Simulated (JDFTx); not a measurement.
```yaml
crystal:
  lattice:
    - [0.00000, 2.11244, -3.11243]
    - [-1.71261, 1.23667, 3.11243]
    - [8.96778, 4.58579, 3.11243]
  atoms:
    - { symbol: As, position: [0.00000, 0.00000, 0.22600] }
    - { symbol: As, position: [0.66667, 0.33333, 0.55933] }
    - { symbol: As, position: [0.33333, 0.66667, 0.89267] }
    - { symbol: As, position: [0.66667, 0.33333, 0.10733] }
    - { symbol: As, position: [0.33333, 0.66667, 0.44067] }
    - { symbol: As, position: [0.00000, 0.00000, 0.77400] }
```

Space group R-3m; not relaxed (largest force 0.4 eV/Å).

Level of theory: Kohn-Sham DFT of a periodic cell, PBEsol, PseudoDojo-SR-PBEsol-0.4.1-standard (JDFTx).

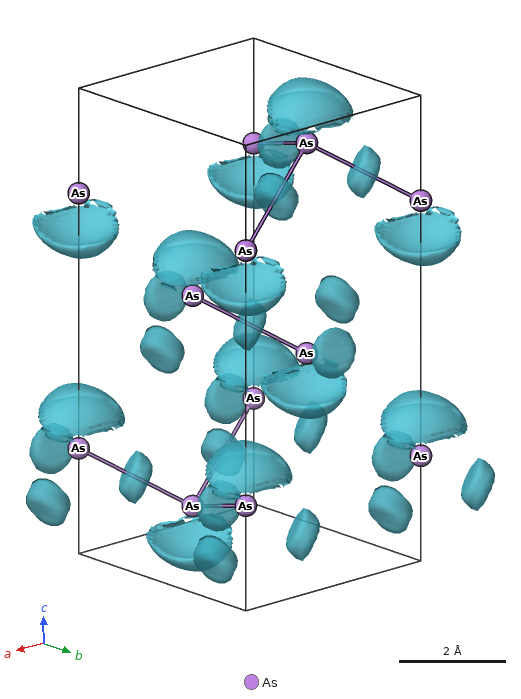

As. Isosurface of the electron localisation function at 0.65 (cyan), seen at an oblique angle. Only the valence region is drawn (cores and ρ < 0.01 e/Å³ removed). Sticks mark near contacts.

In a pseudopotential calculation such maps are meaningful between the atoms, not at the nuclei.

Question: Describe the localisation domains.

Answer: The surface consists of nine regions between bonded As–As atoms (shared pairs) and six lobes on As, pointing away from the bonds (lone pairs), counted in one cell of 6 atoms. Any copies at cell faces, edges or corners count once. Profiles from the grid: As–As (2.51 Å): the ELF peaks at about 0.75 between the atoms.
